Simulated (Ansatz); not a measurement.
Geometry relaxation of NbN (part 1 of 2)

System: NbN (Fm-3m, 2 atoms in the cell).
Method: DFT PBEsol, scalar-relativistic, plane waves, PAW, no spin polarisation (Ansatz 0.2.0).

The structure derives from an entry of the Crystallography Open Database. It belongs to a series of runs on one base structure; here: relaxed at 50 GPa.

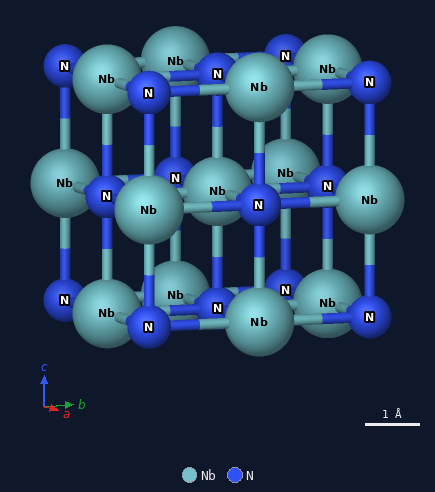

Fig. 1: The input geometry (ball-and-stick view of the cell 4 times as large as that of the calculation, set on its symmetry axes, seen slightly off an axis). Near neighbours in the crystal (not all of them lie inside the picture): Nb has 6 N at 2.19 Å; N has 6 Nb at 2.19 Å.

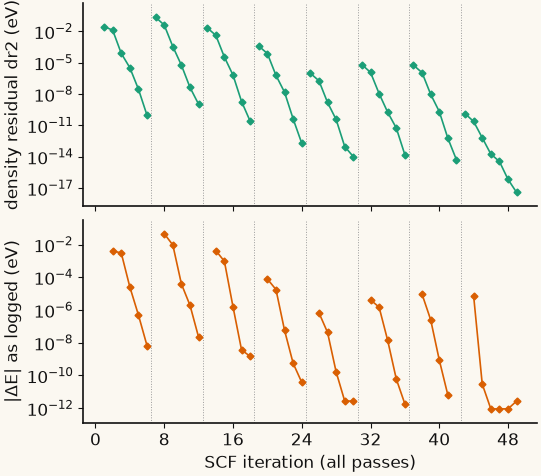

Fig. 2: Convergence of the self-consistent field: density residual dr2 and size of the energy change against the SCF iteration. The dotted lines part the SCF passes of the relaxation: geometry steps, rejected trials and re-solves on a re-selected basis. The 8 passes take 6 to 7 iterations each, 49 in all.

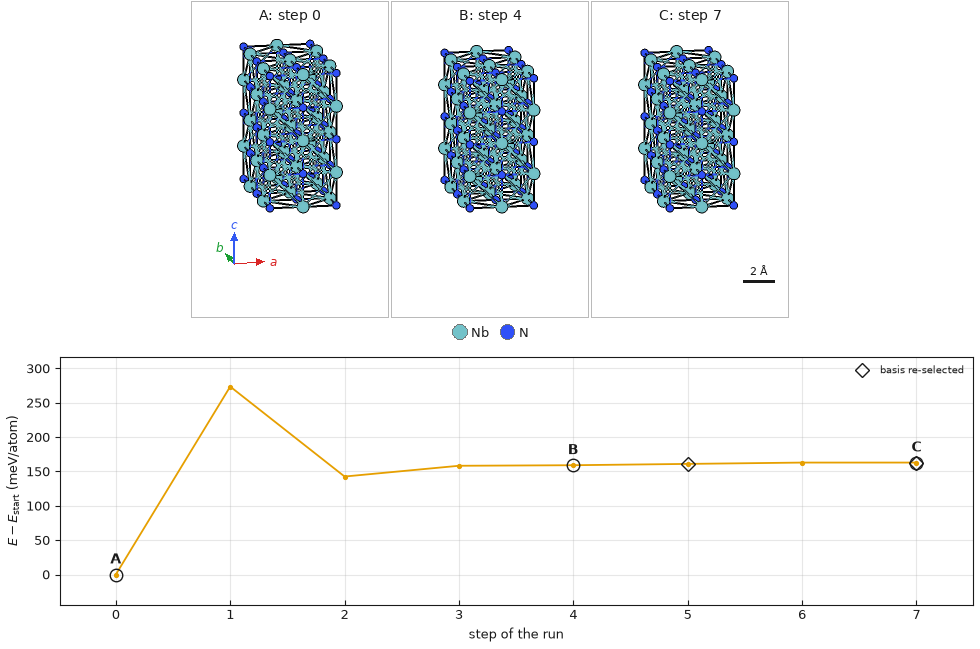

Fig. 3: Frames of the relaxation (ball-and-stick view of the cell 4 times as large as that of the calculation, set on its symmetry axes, repeated 1 × 2 × 2, seen slightly off an axis) above the curves, on which the letters mark them (the first geometry is step 0 here and step 1 in the log).

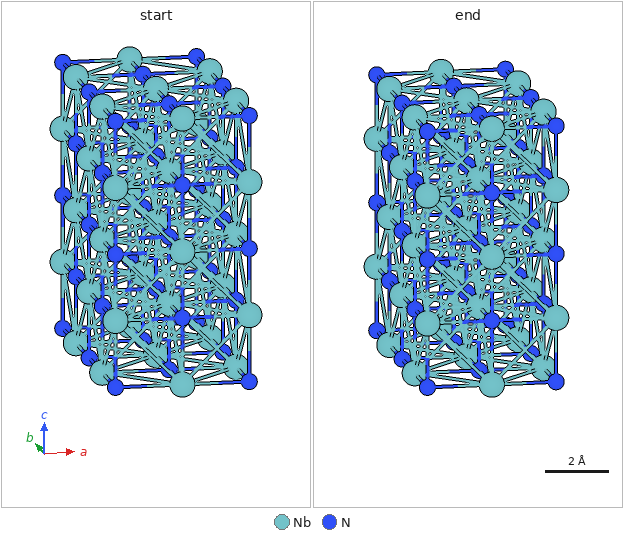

Fig. 4: Before (left) and after (right) the relaxation, at one scale (ball-and-stick view of the cell 4 times as large as that of the calculation, set on its symmetry axes, repeated 1 × 2 × 2, seen slightly off an axis). The energy rises by 163 meV per atom in 5 geometry steps. With the target pressure of 50 GPa, the enthalpy E + pV changes by −199 meV per atom. All forces vanish by symmetry, so only the cell relaxes. Pressure: 0.00 GPa at the start and 50.00 GPa at the end. The basis was re-selected once at an unchanged geometry, which shifts the energy a little without any move. No atom moves by more than 0.005 Å relative to the cell. The volume changes by −11.0 %, with a = b = c 4.382 → 4.214 Å (−3.8 %). Distances before and after: Nb1–Nb1 3.098 → 2.980 Å, Nb1–N2 2.191 → 2.107 Å. The space group stays Fm-3m (No. 225). The energy change given includes the shifts at the re-selections in mid-walk, which come without any move. A last SCF at the same geometry on a re-selected plane-wave basis shifts the energy by +0.0 meV per atom. (Atoms are counted from 1 in the order of the input.)

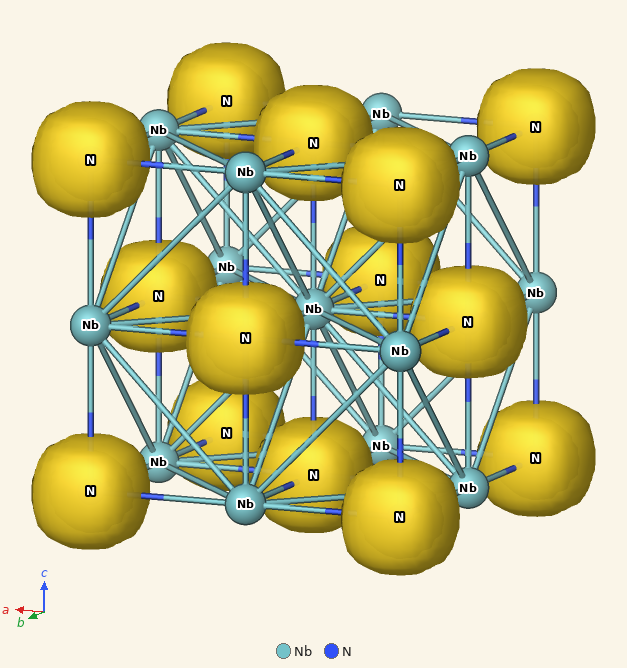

Fig. 5: Isosurface of the electron localisation function at 0.75 (yellow), seen at an oblique angle. Core shells and regions of very low density are left out. Sticks mark near contacts. The outline is the cell set on symmetry axes. Along the contacts the grid gives the following. Nb–N (2.11 Å): the ELF peaks at about 0.80 in the valence shell of N, 0.6 Å from its nucleus, and drops to about 0.15 between the two atoms (no shared pair; the contact is polar). Nb–Nb (2.98 Å): the ELF is about 0.20 at the midpoint; no shared electron pair. Core electrons are frozen (PAW), so the fields are smoothed inside the atomic spheres.

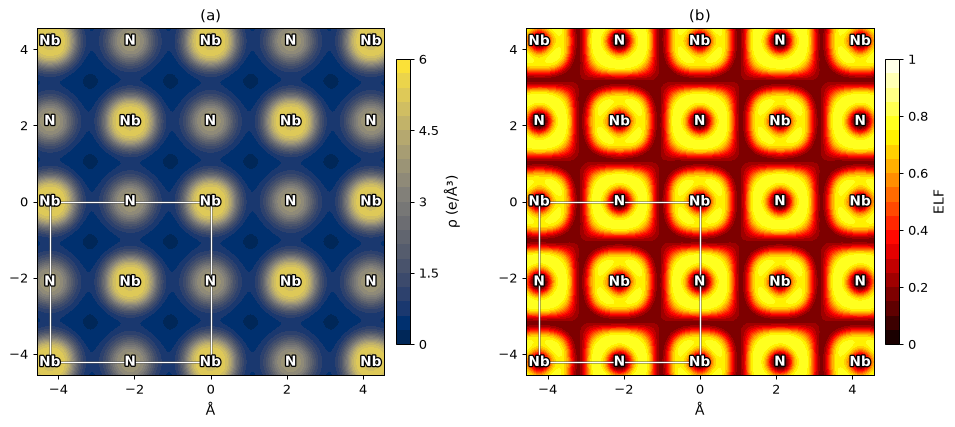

Fig. 6: (a) valence charge density (pseudo); (b) electron localisation function on the (100) plane of the conventional cell. The section cuts through Nb and N sites. Nb–N (2.11 Å): ρ is about 0.67 e/Å³ halfway; the ELF peaks at about 0.80 in the valence shell of N, 0.6 Å from its nucleus, and drops to about 0.15 between the two atoms; a polar contact without a shared pair, in a metal. Nb–Nb (2.98 Å): the density is about 0.27 e/Å³ at the midpoint; the ELF is about 0.20 at the midpoint; no shared electron pair. Away from the nuclei the density in this plane falls to 0.27 e/Å³ at its lowest. The strong features right at Nb lie inside the PAW spheres (semicore, d or f shells) and say nothing about bonding.

These pictures come from the run below.

## Input file
```yaml
crystal:
  lattice:
    - [0.0, 2.1908865822, 2.1908865822]
    - [2.1908865822, 0.0, 2.1908865822]
    - [2.1908865822, 2.1908865822, 0.0]
  atoms:
    - { symbol: Nb, position: [0.5, 0.5, 0.5] }
    - { symbol: "N", position: [0.0, 0.0, 0.0] }
basis:
  ecutwfc: 420
kpoints:
  mp_grid: { grid: [16, 16, 16] }
hamiltonian:
  xc: pbesol
scf:
  occupations: { method: fermi_dirac, width: 0.15 }
output:
  forces: true
  stress: true
  eigenvalues: true
  write_density: true
  write_potential: true
  elf: true
  volumetric_format: npy
relax:
  adjacent_minimum: "off"
  f_tol: 0.001
  max_steps: 60
  cell: { stress_tol: 0.02, p_target: 50.0 }
```

Run as:
```bash
ansatz run input.yaml --threads 1 --pin off --max-ram 3072MiB --backend cpu --events-out ev --progress --plain --runs-dir out
```

## Output
```
Engine: ansatz 0.2.0, x86_64-unknown-linux-gnu
Pseudopotentials: kind: paw
Pseudopotential: Nb, paw, valence charge 13, recommended cutoff 420 eV (normal), Nb.paw.azcp
Pseudopotential: N, paw, valence charge 5, recommended cutoff 420 eV (normal), N.paw.azcp
Functional definition: PBEsol
  exchange = pbesol_x
  correlation = pbesol_c
Crystal: 2 atoms, lattice volume = 21.032 Å³
Basis set: ecut = 420 eV, 411 PW (Γ), exchange–correlation on 48×48×48 points (8 copies of the dense FFT grid, shifted against one another)
Bands: 13, of which v1, the nominal top of the filled ones, is band 9 counted from 1 (8 counted from 0)
Symmetry: 48 space group operations
Space group: Fm-3m (ITA 225), of the structure as read, at distance tolerance 2.8e-5 Å
k-points: 145 of 4096
Non-local potential: Nb, projectors of the file, l = 0: 3, l = 1: 2, l = 2: 2, l = 3: 1
Non-local potential: N, projectors of the file, l = 0: 2, l = 1: 2, l = 2: 1
PAW form: soft (Blöchl's): semilocal exchange-correlation on the pseudo side does not see the compensation charge
PAW frozen core: Nb, regenerated for the run's functional, and the local potential with it (the file was generated under x = pbe(κ = 0.804, μ = 0.2195149727645171), c = pbe(β = 0.06672455060314922))
PAW frozen core: N, regenerated for the run's functional, and the local potential with it (the file was generated under x = pbe(κ = 0.804, μ = 0.2195149727645171), c = pbe(β = 0.06672455060314922))
PAW one-centre angular grid: Nb, 590 points (default); XC on 64 Gauss nodes
PAW one-centre angular grid: N, 110 points (default); XC on 64 Gauss nodes
Initial density: superposition of atomic densities (neutral atoms: chi_scale 0, normalization atom), corrected by the library's trained network
Initial wavefunctions: pseudopotential atomic-orbital guess
Functional: x = pbesol(κ = 0.804, μ = 0.12345679012345678), c = pbesol(β = 0.046)
SCF iter   1: F=—  HF=-4876.292032 eV  |F-HF|=—  |Δ(HF+E_count)|=         —  Δρ=1.18e-2  dr2=2.82e-2  ethr=1.77e-3  ⟨swp⟩=5.0  Hψ=21569  notcnv=0  defer=13
automatic band count: the SCF goes on with 17 bands, as 13 were too few: the levels above may hold too much charge
preconditioner: auto → none  [metal: Δε(μ)=0.010 eV  Ē_g=15.054 eV  σ=0.150 eV  W_gap=0.02  n_scr=8 (ndim 8)  ℏωp=25.6 eV  f_vac=0.000  D(μ)=0.96/eV (n_scr^D=14)  sad-step TF]
SCF iter   2: F=—  HF=-4876.287881 eV  |F-HF|=—  |Δ(HF+E_count)|=   4.15e-3  Δρ=7.61e-3  dr2=1.29e-2  ethr=1.57e-4  ⟨swp⟩=1.0  Hψ=3625  notcnv=0  defer=13
SCF iter   3: F=—  HF=-4876.284841 eV  |F-HF|=—  |Δ(HF+E_count)|=   3.04e-3  Δρ=8.07e-4  dr2=7.72e-5  ethr=7.16e-5  ⟨swp⟩=1.9  Hψ=2767  notcnv=0  defer=13
SCF iter   4: F=—  HF=-4876.284816 eV  |F-HF|=—  |Δ(HF+E_count)|=   2.53e-5  Δρ=1.35e-4  dr2=3.30e-6  ethr=4.29e-7  ⟨swp⟩=2.3  Hψ=3512  notcnv=0  defer=13
iter 5 did not close the SCF: its close was put off for the readings that it lacked (scf_convergence_deferred on its scf_iter line)
SCF iter   5: F=-4876.284816 eV  HF=-4876.284816 eV  |F-HF|=2.05e-8  |Δ(HF+E_count)|=   4.91e-7  Δρ=1.52e-5  dr2=2.90e-8  ethr=1.83e-8  ⟨swp⟩=2.0  Hψ=2982  notcnv=0  defer=13
SCF iter   6: F=-4876.284816 eV  HF=-4876.284816 eV  |F-HF|=9.82e-11  |Δ(HF+E_count)|=   6.50e-9  Δρ=1.52e-6  dr2=9.23e-11  ethr=1.61e-10  ⟨swp⟩=7.4  Hψ=13362  notcnv=0
SCF 1 converged in 6 iterations: F = -4876.284816 eV  dr2 = 9.23e-11
  greatest PAW one-centre occupation: 0.998 electrons in one spin orbital (limit 2), on the Nb atom at site 0 (counted from 0), in its partial waves of l = 0
relax step   1: F+E_penalty+E_count = -4876.28481564 eV  Δ(F+E_penalty+E_count) = +0.000e0 eV  max|allowed force component| = 1.874e-29 eV/Å  Δτ_max = 0.0000 Å  P = +0.003 GPa  Ω = 21.032 Å³  (6 SCF iters, dr2 threshold 1.00e-7 eV, accepted)
Crystal: 2 atoms, lattice volume = 18.104 Å³
Basis set: ecut = 420 eV, 339 PW (Γ), exchange–correlation on 48×48×48 points (8 copies of the dense FFT grid, shifted against one another)
Bands: 17, of which v1, the nominal top of the filled ones, is band 9 counted from 1 (8 counted from 0)
Initial density: handed on by an earlier stage of this run
Initial wavefunctions: those handed on with the density
iter 1 solved again at ethr=1.23e-3 eV; its pass at ethr=3.10e-3 eV (dr2=2.21e-1 eV) is discarded
SCF iter   1: F=—  HF=-4875.793296 eV  |F-HF|=—  |Δ(HF+E_count)|=         —  Δρ=3.58e-2  dr2=2.21e-1  ethr=1.23e-3  ⟨swp⟩=1.1  Hψ=15379  notcnv=0
preconditioner: auto → none  [metal: Δε(μ)=0.016 eV  Ē_g=26.107 eV  σ=0.150 eV  W_gap=0.03  n_scr=8 (ndim 8)  ℏωp=34.9 eV  f_vac=0.000  D(μ)=0.79/eV (n_scr^D=8)]
SCF iter   2: F=—  HF=-4875.746995 eV  |F-HF|=—  |Δ(HF+E_count)|=   4.63e-2  Δρ=1.42e-2  dr2=3.95e-2  ethr=1.23e-3  ⟨swp⟩=2.0  Hψ=3061  notcnv=0
SCF iter   3: F=—  HF=-4875.737605 eV  |F-HF|=—  |Δ(HF+E_count)|=   9.39e-3  Δρ=1.74e-3  dr2=3.50e-4  ethr=2.19e-4  ⟨swp⟩=1.1  Hψ=2614  notcnv=0
SCF iter   4: F=—  HF=-4875.737566 eV  |F-HF|=—  |Δ(HF+E_count)|=   3.89e-5  Δρ=2.48e-4  dr2=5.72e-6  ethr=1.94e-6  ⟨swp⟩=2.2  Hψ=3256  notcnv=0
SCF iter   5: F=—  HF=-4875.737568 eV  |F-HF|=—  |Δ(HF+E_count)|=   1.93e-6  Δρ=3.16e-5  dr2=4.27e-8  ethr=3.18e-8  ⟨swp⟩=2.7  Hψ=3910  notcnv=0
SCF iter   6: F=-4875.737568 eV  HF=-4875.737568 eV  |F-HF|=8.08e-10  |Δ(HF+E_count)|=   2.16e-8  Δρ=3.06e-6  dr2=1.06e-9  ethr=2.37e-10  ⟨swp⟩=6.0  Hψ=13197  notcnv=0
SCF 2 converged in 6 iterations: F = -4875.737568 eV  dr2 = 1.06e-9
relax step   2: F+E_penalty+E_count = -4875.73756756 eV  Δ(F+E_penalty+E_count) = +5.472e-1 eV  max|allowed force component| = 6.837e-30 eV/Å  Δτ_max = 0.0000 Å  P = +69.387 GPa  Ω = 18.104 Å³  energy of the carried Pulay correction = +8.589e-3 eV  (6 SCF iters, dr2 threshold 2.00e-7 eV, accepted)
Crystal: 2 atoms, lattice volume = 18.837 Å³
iter 1 solved again at ethr=1.19e-4 eV; its pass at ethr=3.10e-3 eV (dr2=2.14e-2 eV) is discarded
SCF iter   1: F=—  HF=-4876.004779 eV  |F-HF|=—  |Δ(HF+E_count)|=         —  Δρ=1.08e-2  dr2=2.13e-2  ethr=1.19e-4  ⟨swp⟩=1.2  Hψ=14305  notcnv=0
preconditioner: auto → none  [metal: Δε(μ)=0.005 eV  Ē_g=25.593 eV  σ=0.150 eV  W_gap=0.01  n_scr=8 (ndim 8)  ℏωp=34.2 eV  f_vac=0.000  D(μ)=0.84/eV (n_scr^D=8)]
SCF iter   2: F=—  HF=-4876.000466 eV  |F-HF|=—  |Δ(HF+E_count)|=   4.31e-3  Δρ=4.48e-3  dr2=4.17e-3  ethr=1.18e-4  ⟨swp⟩=1.0  Hψ=2465  notcnv=0
SCF iter   3: F=—  HF=-4875.999517 eV  |F-HF|=—  |Δ(HF+E_count)|=   9.49e-4  Δρ=5.28e-4  dr2=3.42e-5  ethr=2.31e-5  ⟨swp⟩=1.2  Hψ=2578  notcnv=0
SCF iter   4: F=—  HF=-4875.999515 eV  |F-HF|=—  |Δ(HF+E_count)|=   1.59e-6  Δρ=8.45e-5  dr2=6.59e-7  ethr=1.90e-7  ⟨swp⟩=2.1  Hψ=2936  notcnv=0
iter 5 did not close the SCF: its close was put off for the readings that it lacked (scf_convergence_deferred on its scf_iter line)
SCF iter   5: F=-4875.999515 eV  HF=-4875.999515 eV  |F-HF|=1.31e-9  |Δ(HF+E_count)|=   3.58e-9  Δρ=7.75e-6  dr2=1.91e-9  ethr=3.66e-9  ⟨swp⟩=2.7  Hψ=3977  notcnv=0
SCF iter   6: F=-4875.999515 eV  HF=-4875.999515 eV  |F-HF|=1.27e-11  |Δ(HF+E_count)|=   1.48e-9  Δρ=6.18e-7  dr2=2.53e-11  ethr=1.06e-11  ⟨swp⟩=4.1  Hψ=10559  notcnv=0
SCF 3 converged in 6 iterations: F = -4875.999515 eV  dr2 = 2.53e-11
relax step   3: F+E_penalty+E_count = -4875.99951542 eV  Δ(F+E_penalty+E_count) = -2.619e-1 eV  max|allowed force component| = 1.284e-29 eV/Å  Δτ_max = 0.0000 Å  P = +46.888 GPa  Ω = 18.837 Å³  energy of the carried Pulay correction = +6.321e-3 eV  (6 SCF iters, dr2 threshold 2.00e-7 eV, accepted)
Crystal: 2 atoms, lattice volume = 18.732 Å³
iter 1 solved again at ethr=2.24e-6 eV; its pass at ethr=3.10e-3 eV (dr2=4.04e-4 eV) is discarded
SCF iter   1: F=—  HF=-4875.968283 eV  |F-HF|=—  |Δ(HF+E_count)|=         —  Δρ=1.46e-3  dr2=3.88e-4  ethr=2.24e-6  ⟨swp⟩=1.0  Hψ=11868  notcnv=0
preconditioner: auto → none  [metal: Δε(μ)=0.005 eV  Ē_g=25.668 eV  σ=0.150 eV  W_gap=0.01  n_scr=8 (ndim 8)  ℏωp=34.3 eV  f_vac=0.000  D(μ)=0.83/eV (n_scr^D=8)]
SCF iter   2: F=—  HF=-4875.968204 eV  |F-HF|=—  |Δ(HF+E_count)|=   7.83e-5  Δρ=6.01e-4  dr2=7.46e-5  ethr=2.16e-6  ⟨swp⟩=1.0  Hψ=2465  notcnv=0
SCF iter   3: F=—  HF=-4875.968186 eV  |F-HF|=—  |Δ(HF+E_count)|=   1.79e-5  Δρ=7.28e-5  dr2=6.21e-7  ethr=4.15e-7  ⟨swp⟩=1.1  Hψ=2561  notcnv=0
iter 4 did not close the SCF: its close was put off for the readings that it lacked (scf_convergence_deferred on its scf_iter line)
SCF iter   4: F=-4875.968186 eV  HF=-4875.968186 eV  |F-HF|=5.84e-9  |Δ(HF+E_count)|=   5.71e-8  Δρ=1.20e-5  dr2=1.49e-8  ethr=3.45e-9  ⟨swp⟩=2.2  Hψ=3006  notcnv=0
iter 5 did not close the SCF: its close was put off for the readings that it lacked (scf_convergence_deferred on its scf_iter line)
SCF iter   5: F=-4875.968186 eV  HF=-4875.968186 eV  |F-HF|=3.55e-11  |Δ(HF+E_count)|=  5.51e-10  Δρ=1.13e-6  dr2=4.20e-11  ethr=8.28e-11  ⟨swp⟩=2.5  Hψ=3935  notcnv=0
SCF iter   6: F=-4875.968186 eV  HF=-4875.968186 eV  |F-HF|=9.09e-13  |Δ(HF+E_count)|=  3.82e-11  Δρ=6.37e-8  dr2=1.99e-13  ethr=1.00e-12  ⟨swp⟩=4.0  Hψ=8882  notcnv=0
SCF 4 converged in 6 iterations: F = -4875.968186 eV  dr2 = 1.99e-13
```
